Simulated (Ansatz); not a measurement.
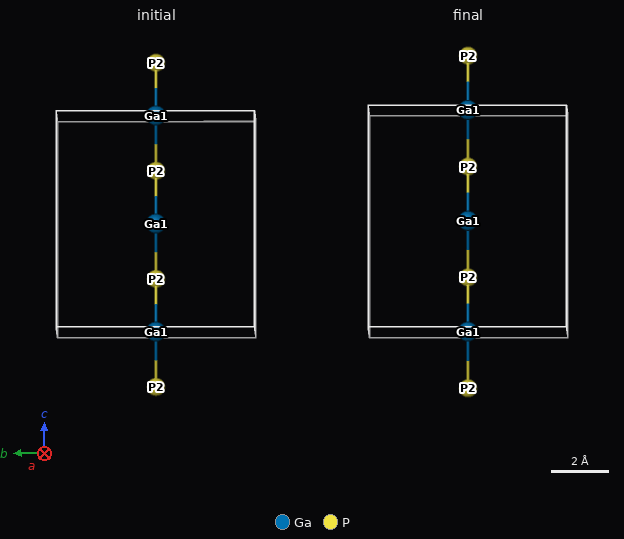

The structure of a wire of composition GaP before (left) and after (right) a relaxation, at one scale.

Style: ball-and-stick. Shown: the 2 repeat of the cell, with the vacuum cut short, from a free direction.

Case: zigzag chain of atoms.

All numbers below come from DFT PBEsol, scalar-relativistic, plane waves, PAW (Ansatz 0.2.0).

Input
```yaml
crystal:
  lattice:
    - [10.0, 0.0, 0.0]
    - [0.0, 9.3, 0.0]
    - [0.0, 0.0, 3.8149671749]
  atoms:
    - { symbol: Ga, position: [0.4523129103, 0.5, 0.0], spin: 0.5 }
    - { symbol: P, position: [0.5476870897, 0.5, 0.5], spin: 0.5 }
basis:
  ecutwfc: 420
kpoints:
  mp_grid: { grid: [1, 1, 17] }
hamiltonian:
  xc: pbesol
scf:
  occupations: { method: gaussian, width: 0.05 }
output:
  forces: true
  stress: true
  eigenvalues: true
  populations: true
  write_density: true
  write_potential: true
  elf: true
  volumetric_format: npy
magnetization:
  spin_polarized: true
relax:
  adjacent_minimum: "off"
  f_tol: 0.01
  max_steps: 45
  cell: { fix: [a, b, alpha, beta, gamma], stress_tol: 0.03 }
```

Run as
```bash
ansatz run input.yaml --threads 2 --pin off --max-ram 5120MiB --backend cpu --events-out ev --progress --plain --runs-dir out
```

Q: Describe what moved and what it gained.

A: No atom moves by more than 0.005 Å relative to the layer's centre. Along the periodic axis the drawn cell goes c 7.630 → 7.830 Å (+2.6 %). Near-neighbour distances that change, for instance: Ga1–P2 2.133 → 2.175 Å. The energy falls by 29.8 meV per cell of the calculation in 3 accepted moves (4 points after the start). The largest force component goes from 0.34 to 0.00027 eV/Å. The SCF was repeated once at an unchanged geometry on a basis and grid sized afresh for the cell, which shifted the energy by 0.3 meV per cell of the calculation at most. The program noted that the starting moments weren't kept. The run took 13 s on 2 threads of AMD EPYC 9R45 96-Core Processor (Zen 5), with other jobs on the host, peak memory 0.62 GiB.
